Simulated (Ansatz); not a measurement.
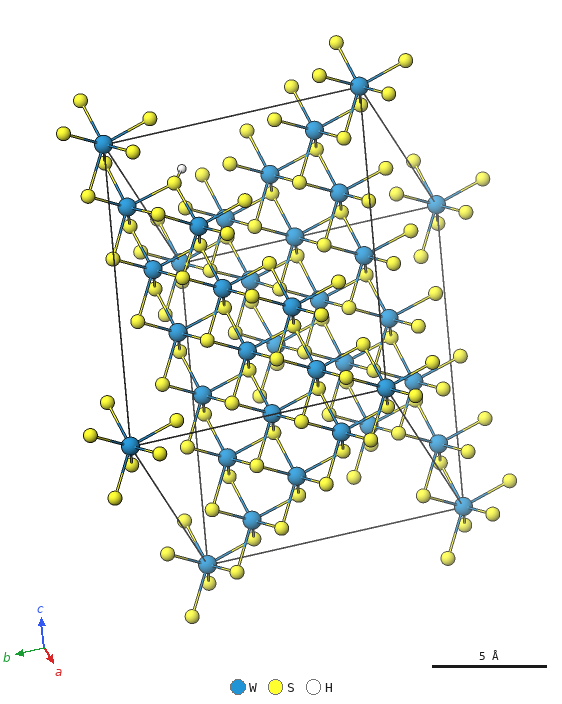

Ball-and-stick drawing of the structure, looking from a general direction. Thin lines show the simulation cell, with boundary atoms drawn in all their periodic places. A few atoms beyond the faces are included.

In words:

The material is HW$_{24}$S$_{48}$. It is base-centred monoclinic, space group Cm (No. 8). Content of the cell: 1 H, 24 W, 48 S (Z = 1). Each W atom is coordinated by six S in a trigonal prismatic arrangement at about 2.4 Å. The H atoms are each bonded to one S at about 1.4 Å. Not all metal-metal contacts are counted. With all contacts inside bonding distance counted, the coordination numbers are S 3 to 4 (mean 3.0). Not all metal-metal contacts are counted. The bonds build HW24S48 layers parallel to (1-11).

It goes back to a structure listed in the Materials Project, repeated into a supercell with a point defect put in. The atoms were relaxed in a fixed cell with Ansatz, DFT PBE, scalar-relativistic, plane waves, PAW.
